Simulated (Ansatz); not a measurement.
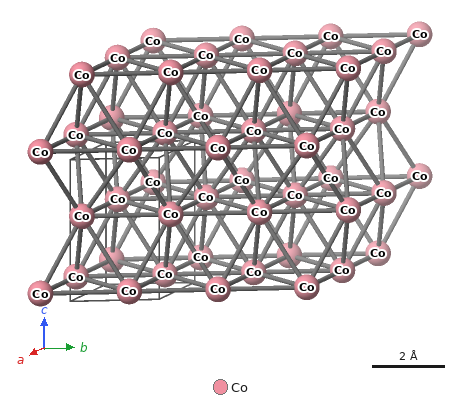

This is the input geometry for a relaxation of solid Co (built on the hcp type) (coarse preliminary run). Style: ball-and-stick. Shown: the cell of the calculation, repeated 3 × 4 × 2 with one cell outlined, slightly off an axis.

Computed with DFT PBE, scalar-relativistic, plane waves, PAW (Ansatz 0.2.0).

Input
```yaml
crystal:
  lattice:
    - [2.51, 0.0, 0.0]
    - [-1.255, 2.1737237635, 0.0]
    - [0.0, 0.0, 4.07122]
  atoms:
    - { symbol: Co, position: [0.3333333333, 0.6666666667, 0.75], spin: 1.5 }
    - { symbol: Co, position: [0.6666666667, 0.3333333333, 0.25], spin: 1.5 }
basis:
  ecutwfc: 600
  ecutrho_ratio: 5
kpoints:
  mp_grid: { grid: [10, 10, 6] }
hamiltonian:
  xc: pbe
scf:
  occupations: { method: gaussian, width: 0.05 }
output:
  forces: true
  stress: true
  eigenvalues: true
  populations: true
magnetization:
  spin_polarized: true
relax:
  f_tol: 0.03
  max_steps: 60
  cell: { stress_tol: 0.3 }
```

Predict the outcome.

The energy falls by 2.9 meV per atom in 2 accepted moves (3 points after the start). All forces vanish by symmetry, so only the cell relaxes. Pressure: −4.03 GPa at the start and 0.20 GPa at the end. At 1 point the geometry stayed and the basis and grid were re-selected for the new cell (energy shift of less than 0.05 meV per atom at most each time). The atoms keep their places relative to the cell (all moves are under 0.005 Å). Cell: a = b 2.510 → 2.498 Å (−0.5 %), c 4.071 → 4.029 Å (−1.0 %). Volume −2.0 %. Among the contacts that change: Co1–Co2 2.499 → 2.477 Å, Co1–Co1 2.510 → 2.498 Å. The space group stays P6_3/mmc (No. 194). The run took roughly 40 core-seconds on a shared host.

Final geometry:

```xyz
2
Lattice="2.4976 0.0000 0.0000 -1.2488 2.1630 0.0000 0.0000 0.0000 4.0288" Properties=species:S:1:pos:R:3 pbc="T T T"
Co    0.0000    1.4420    3.0216
Co    1.2488    0.7210    1.0072
```

After the run, drawn alike:

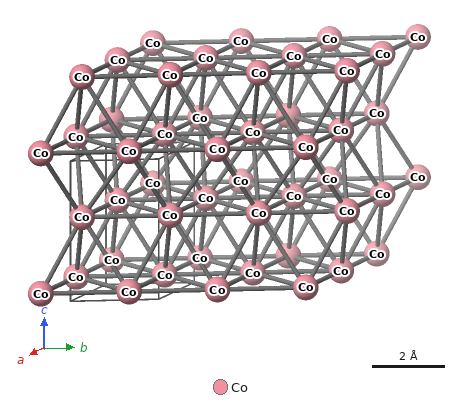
